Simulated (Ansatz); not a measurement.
# Field-gradient calculation of ZnS (part 2 of 2)

ZnS (28 atoms in the cell); DFT, r2SCAN, plane-wave PAW, default files, scalar-relativistic, no spin polarisation (Ansatz 0.2.0); cutoff 500 eV, 8×8×1 k-mesh, Fermi–Dirac smearing of 0.02 eV. The structure derives from a Materials Project entry. It belongs to a series of runs on one base structure; here: functional r2SCAN.

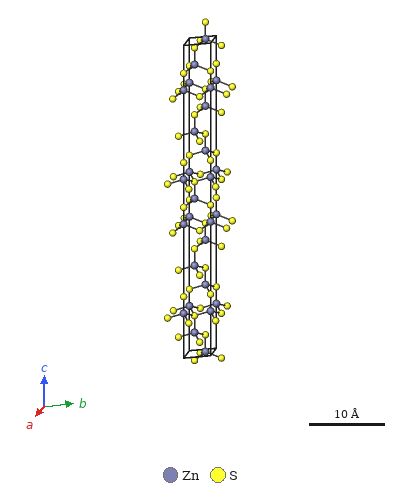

**Figure 1.** The structure (ball-and-stick view of the cell of the calculation, seen slightly off an axis; bonded neighbours outside the cell are drawn too).

**Output, continued**
```
  k-point 0: bands = ["-8.1184", "-8.0822", "-8.0728", "-7.9667", "-7.9540", "-7.7835", "-7.7804", "-7.5716", "-7.5687", "-7.3687", "-7.3576", "-7.2127", "-7.2067", "-7.1526", "-0.9125", "-0.9086", "-0.9054", "-0.9033", "-0.9030", "-0.9030", "-0.8981", "-0.8981", "-0.8930", "-0.8930", "-0.8929", "-0.8851", "-0.8851", "-0.8799", "-0.8735", "-0.8662", "-0.8662", "-0.8511", "-0.8511", "-0.8434", "-0.8434", "-0.8264", "-0.8264", "-0.8217", "-0.8217", "-0.8166", "-0.8121", "-0.8062", "-0.8062", "-0.7964", "-0.7964", "-0.7885", "-0.7885", "-0.7841", "-0.7841", "-0.7817", "-0.7817", "-0.6788", "-0.6731", "-0.4300", "-0.4290", "-0.3740", "-0.3740", "-0.3718", "-0.3718", "-0.3660", "-0.3660", "-0.3644", "-0.3644", "-0.3617", "-0.3617", "-0.3579", "-0.3579", "-0.3573", "-0.3573", "-0.3513", "-0.3513", "-0.3459", "-0.3459", "-0.3424", "-0.3424", "-0.3254", "-0.3254", "-0.3226", "-0.3226", "-0.3183", "-0.3183", "-0.3157", "-0.3157", "-0.1524", "0.1661", "0.6157", "0.6203", "1.3599", "1.3675", "2.2591", "2.2628", "3.2523", "3.2584", "4.2651", "4.2822", "4.7235", "4.7235", "4.7602", "4.7602", "4.7671", "4.7671", "4.8745", "4.8745", "4.8812", "4.8812", "5.0471", "5.0471", "5.0504", "5.0504", "5.1768", "5.1784", "5.2474", "5.2474", "5.2496", "5.2496", "5.4357", "5.4357", "5.4448", "5.4448", "5.5784", "5.5784", "5.5829", "5.5829", "5.6058", "5.6326", "5.6326", "8.3599", "8.7078", "8.7103", "9.2667", "9.3482", "9.3870", "9.4144", "9.4259", "9.4782", "9.5961", "9.6034", "9.6778", "9.6843", "9.7175", "12.3723", "12.4225", "12.4544", "12.4544", "12.4552", "12.4578", "12.5194", "12.5194", "12.5252", "12.5252", "12.5364", "12.6422", "12.6422", "12.7146"]
  k-point 1: bands = ["-8.0097", "-7.9751", "-7.9659", "-7.8644", "-7.8518", "-7.6891", "-7.6859", "-7.4875", "-7.4846", "-7.2959", "-7.2847", "-7.1491", "-7.1430", "-7.0926", "-0.9220", "-0.9180", "-0.9149", "-0.9135", "-0.8981", "-0.8935", "-0.8904", "-0.8825", "-0.8805", "-0.8755", "-0.8703", "-0.8695", "-0.8670", "-0.8613", "-0.8511", "-0.8458", "-0.8425", "-0.8412", "-0.8330", "-0.8255", "-0.8198", "-0.8179", "-0.8168", "-0.8039", "-0.7982", "-0.7944", "-0.7933", "-0.7857", "-0.7845", "-0.7758", "-0.7754", "-0.7707", "-0.7660", "-0.7637", "-0.7565", "-0.7521", "-0.7491", "-0.6627", "-0.6555", "-0.4655", "-0.4633", "-0.3900", "-0.3855", "-0.3831", "-0.3815", "-0.3794", "-0.3787", "-0.3735", "-0.3711", "-0.3679", "-0.3641", "-0.3631", "-0.3569", "-0.3560", "-0.3531", "-0.3503", "-0.3445", "-0.3412", "-0.3408", "-0.3349", "-0.3343", "-0.3249", "-0.3205", "-0.3175", "-0.3132", "-0.3111", "-0.3090", "-0.2689", "-0.2667", "-0.1157", "0.3307", "0.7235", "0.7282", "1.4287", "1.4356", "2.2657", "2.2694", "3.1430", "3.1497", "3.9147", "3.9441", "3.9733", "4.0229", "4.0346", "4.1749", "4.1864", "4.4158", "4.4346", "4.4703", "4.4962", "4.5096", "4.5120", "4.5194", "4.6410", "4.6490", "4.7259", "4.7583", "4.7857", "4.8376", "4.8397", "4.9754", "5.0422", "5.0642", "5.0656", "5.2779", "5.2860", "5.3013", "5.3061", "5.4389", "5.4433", "5.4744", "5.5000", "9.1137", "9.3438", "9.3445", "9.8135", "9.8902", "10.0702", "10.0943", "10.1092", "10.1480", "10.2352", "10.2705", "10.3242", "10.3459", "10.3869", "11.7378", "11.7571", "11.8046", "11.8228", "12.0699", "12.1225", "12.1622", "12.3721", "12.3980", "12.5020", "12.6403", "12.7180", "12.7273", "12.7330"]
  k-point 2: bands = ["-7.7185", "-7.6889", "-7.6799", "-7.5935", "-7.5816", "-7.4438", "-7.4405", "-7.2747", "-7.2719", "-7.1178", "-7.1065", "-6.9988", "-6.9924", "-6.9529", "-0.9378", "-0.9326", "-0.9272", "-0.9206", "-0.8863", "-0.8757", "-0.8620", "-0.8430", "-0.8308", "-0.8281", "-0.8255", "-0.8250", "-0.8194", "-0.8162", "-0.8131", "-0.8067", "-0.8038", "-0.7917", "-0.7890", "-0.7877", "-0.7831", "-0.7781", "-0.7735", "-0.7656", "-0.7587", "-0.7431", "-0.7398", "-0.7301", "-0.7251", "-0.7145", "-0.7002", "-0.6954", "-0.6908", "-0.6793", "-0.6756", "-0.6715", "-0.6663", "-0.6046", "-0.5932", "-0.4749", "-0.4712", "-0.4135", "-0.4027", "-0.3961", "-0.3923", "-0.3786", "-0.3773", "-0.3754", "-0.3706", "-0.3703", "-0.3643", "-0.3581", "-0.3513", "-0.3478", "-0.3457", "-0.3453", "-0.3326", "-0.3311", "-0.3275", "-0.3211", "-0.3174", "-0.3098", "-0.3052", "-0.3008", "-0.2985", "-0.2969", "-0.2693", "-0.1801", "-0.1785", "-0.0665", "0.7076", "0.9678", "0.9725", "1.4641", "1.4771", "1.9484", "1.9635", "2.3474", "2.3684", "2.6799", "2.7774", "2.7849", "2.8612", "2.8890", "3.1214", "3.1485", "3.2089", "3.2405", "3.3433", "3.6496", "3.6796", "3.9476", "3.9971", "4.0055", "4.1174", "4.1485", "4.1597", "4.1614", "4.3823", "4.3842", "4.5401", "4.6508", "4.6526", "4.6574", "4.9071", "4.9144", "4.9689", "4.9756", "5.0996", "5.1042", "5.1226", "5.1730", "9.7393", "9.8875", "9.8995", "10.0398", "10.2290", "10.2584", "10.3433", "10.3943", "10.4333", "10.5319", "10.5961", "10.7170", "10.7807", "10.8687", "11.0608", "11.1166", "11.2474", "11.3076", "11.8256", "11.9299", "12.1977", "12.2500", "12.5201", "12.5621", "12.7341", "12.9415", "12.9511", "13.0766"]
  k-point 9: bands = ["-6.9983", "-6.9934", "-6.9853", "-6.9719", "-6.9641", "-6.9397", "-6.9368", "-6.9073", "-6.9066", "-6.8808", "-6.8722", "-6.8600", "-6.8523", "-6.8483", "-0.8246", "-0.8189", "-0.8128", "-0.8022", "-0.7915", "-0.7864", "-0.7841", "-0.7764", "-0.7729", "-0.7650", "-0.7314", "-0.7288", "-0.7192", "-0.7124", "-0.7103", "-0.6986", "-0.6963", "-0.6942", "-0.6763", "-0.6750", "-0.6617", "-0.6534", "-0.6415", "-0.6311", "-0.6177", "-0.6033", "-0.5994", "-0.5929", "-0.4955", "-0.4923", "-0.4863", "-0.4810", "-0.4716", "-0.4623", "-0.4616", "-0.4480", "-0.4336", "-0.4273", "-0.4158", "-0.4113", "-0.4096", "-0.4057", "-0.3757", "-0.3726", "-0.3689", "-0.3678", "-0.3583", "-0.3520", "-0.3479", "-0.3457", "-0.3443", "-0.3424", "-0.3383", "-0.3293", "-0.3255", "-0.3203", "-0.1534", "-0.1426", "-0.1421", "-0.1316", "-0.1172", "-0.1113", "-0.0824", "-0.0772", "-0.0678", "-0.0487", "-0.0312", "-0.0204", "-0.0180", "-0.0142", "0.6675", "0.6978", "0.7119", "0.7572", "0.8734", "0.8947", "0.9191", "0.9490", "0.9666", "0.9868", "1.0454", "1.1156", "1.1353", "1.1961", "2.2296", "2.2736", "2.2796", "2.3012", "2.4969", "2.5681", "2.6307", "2.7130", "2.7468", "2.7836", "2.9986", "3.1084", "3.1274", "3.2938", "3.3192", "3.3855", "3.4756", "3.5076", "3.7278", "3.7388", "3.9000", "3.9957", "4.0246", "4.0583", "4.0964", "4.1571", "4.1785", "4.2628", "10.2380", "10.3522", "10.3628", "10.4773", "10.6723", "10.7968", "10.8119", "10.8385", "10.9443", "11.0199", "11.0722", "11.3153", "11.4645", "11.6759", "11.8025", "11.9531", "12.0114", "12.0499", "12.0750", "12.0785", "12.0999", "12.1662", "12.3391", "12.4304", "12.6654", "12.7164", "12.7342", "12.7932"]
--- Löwdin populations: 28 sites ---
  site symbol       q [e]
     0     Zn     10.6923
     1     Zn     10.6913
     2     Zn     10.6913
     3     Zn     10.6900
     4     Zn     10.6919
     5     Zn     10.6904
     6     Zn     10.6900
     7     Zn     10.6898
     8     Zn     10.6920
     9     Zn     10.6915
    10     Zn     10.6919
    11     Zn     10.6916
    12     Zn     10.6920
    13     Zn     10.6916
    14      S      7.1174
    15      S      7.1206
    16      S      7.1176
    17      S      7.1170
    18      S      7.1169
    19      S      7.1206
    20      S      7.1197
    21      S      7.1206
    22      S      7.1196
    23      S      7.1197
    24      S      7.1201
    25      S      7.1194
    26      S      7.1167
    27      S      7.1174
  spilling = 0.010552 (of n_electrons = 252.000000)
```

**File populations.tsv**
```
# site	symbol	l	j	q
# orbitals = lowdin
# n_electrons = 252.000000
# spilling = 0.010552
0	Zn	0_4S	-	0.715489
0	Zn	2_3D	-	9.976851
1	Zn	0_4S	-	0.714656
1	Zn	2_3D	-	9.976666
2	Zn	0_4S	-	0.714676
2	Zn	2_3D	-	9.976655
3	Zn	0_4S	-	0.713193
3	Zn	2_3D	-	9.976833
4	Zn	0_4S	-	0.715121
4	Zn	2_3D	-	9.976773
5	Zn	0_4S	-	0.713547
5	Zn	2_3D	-	9.976859
6	Zn	0_4S	-	0.713177
6	Zn	2_3D	-	9.976775
7	Zn	0_4S	-	0.713081
7	Zn	2_3D	-	9.976736
8	Zn	0_4S	-	0.714916
8	Zn	2_3D	-	9.977114
9	Zn	0_4S	-	0.714776
9	Zn	2_3D	-	9.976711
10	Zn	0_4S	-	0.715052
10	Zn	2_3D	-	9.976804
11	Zn	0_4S	-	0.714566
11	Zn	2_3D	-	9.977000
12	Zn	0_4S	-	0.714831
12	Zn	2_3D	-	9.977132
13	Zn	0_4S	-	0.714588
13	Zn	2_3D	-	9.977012
14	S	0_3S	-	1.847181
14	S	1_3P	-	5.270246
15	S	0_3S	-	1.847825
15	S	1_3P	-	5.272798
16	S	0_3S	-	1.847624
16	S	1_3P	-	5.270009
17	S	0_3S	-	1.847357
17	S	1_3P	-	5.269687
18	S	0_3S	-	1.847204
18	S	1_3P	-	5.269697
19	S	0_3S	-	1.848401
19	S	1_3P	-	5.272238
20	S	0_3S	-	1.847433
20	S	1_3P	-	5.272292
21	S	0_3S	-	1.847900
21	S	1_3P	-	5.272663
22	S	0_3S	-	1.847863
22	S	1_3P	-	5.271721
23	S	0_3S	-	1.847466
23	S	1_3P	-	5.272209
24	S	0_3S	-	1.847914
24	S	1_3P	-	5.272210
25	S	0_3S	-	1.847693
25	S	1_3P	-	5.271744
26	S	0_3S	-	1.847047
26	S	1_3P	-	5.269605
27	S	0_3S	-	1.847869
27	S	1_3P	-	5.269506
```

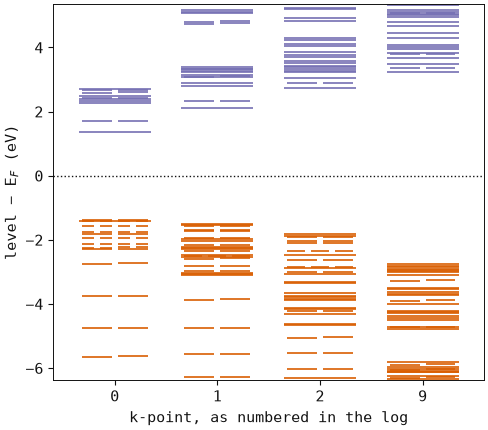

**Figure 2.** Kohn–Sham levels near the Fermi level (dotted) at the few k-points that the log prints; levels within 0.02 eV of each other stand side by side. Among these points the highest filled and lowest empty levels are 2.73 eV apart, which is the gap on the mesh.

**Results in brief**

| quantity | value |
| --- | --- |
| outcome | converged |
| space group (tolerance 0.01 Å) | P3m1 (156) |
| electrons treated | 252 |
| free energy | −59268.2862 eV |
| Fermi energy | 7.006 eV |
| gap on the k-point mesh | 2.73 eV |
| pressure | 0.07 GPa |
| field gradient V_zz (10²¹ V/m²) | Zn −0.0297, Zn 0.0236, Zn 0.0226, Zn 0.0961, Zn 0.0303, Zn −0.0027, Zn 0.0472, Zn 0.0386 (the first 8 of 28 sites) |
| largest force (length of the vector) | 0.029 eV/Å |
| hardware | 1 thread of Arm Neoverse V1, 24 GiB of memory available, shared host |
| wall time | 5.4 min |
| peak memory | 2.1 GiB |
